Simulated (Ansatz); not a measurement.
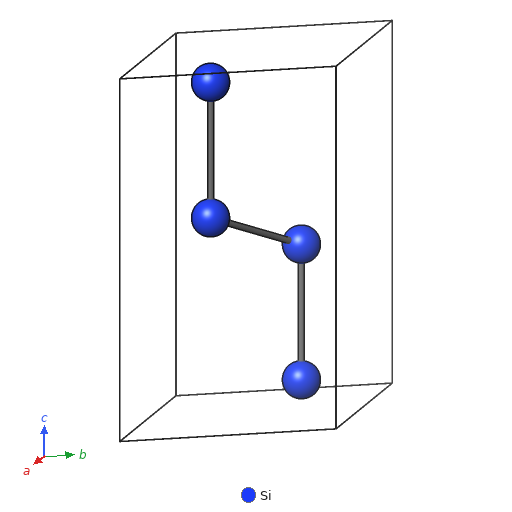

System: Si, space group P6_3/mmc (No. 194). The picture shows the cell.

Structure:
```xyz
4
Lattice="3.8313 0.0000 0.0000 -1.9157 3.3180 0.0000 0.0000 0.0000 6.3326" Properties=species:S:1:pos:R:3 pbc="T T T"
Si    0.0000    2.2120    0.3990
Si    1.9157    1.1060    3.5653
Si    0.0000    2.2120    2.7673
Si    1.9157    1.1060    5.9336
```

Calculation (Ansatz 0.2.0): deformation of a crystal at fixed volume, lengths along the axis scaled against those across it, fractional coordinates fixed, by plane-wave density functional theory with PAW datasets, free energies less that of the undisturbed cell, pressure positive in compression; scalar-relativistic. Level: LDA, no spin polarisation.

- wave cutoff: 420 eV
- k mesh: 12×12×6
- occupations: Gaussian
- smearing width: 0.03 eV
- k shift: (0, 0, 0) (mesh steps)
- start: as given
- path: axial
- axis direction: (0, 0, 1) (Cartesian unit vector)

Describe the result: the energy change and pressure against relative axial ratio. The relative axial ratio takes the values 0.85, 0.92, 0.96, 1.00, 1.05, 1.10, 1.20.

The energy change is 277 meV/atom at relative axial ratio 0.85 and 247 meV/atom at 1.20; the lowest computed point is at relative axial ratio 1.00 (0 meV/atom). The pressure goes from 2.059 GPa at relative axial ratio 0.85 to 1.475 GPa at 1.20, not monotonically, with a low of −2.041 GPa at 1.00, and changes sign near 0.90 and 1.14.

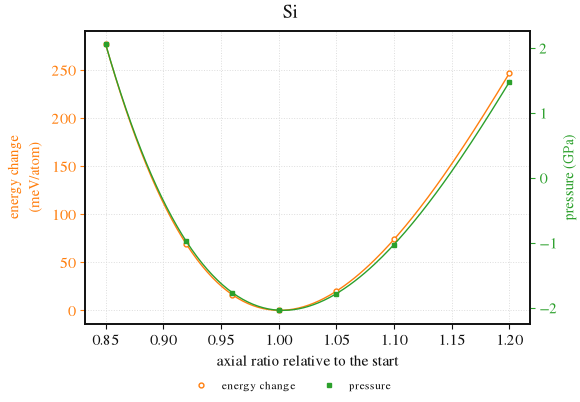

Keep in mind: gap closes along the scan on a mesh chosen for the insulator; narrow smearing for a metal; reference crystal is not relaxed; shape and atomic fractions are frozen while scaling, which makes layered, chain and framework solids too stiff.
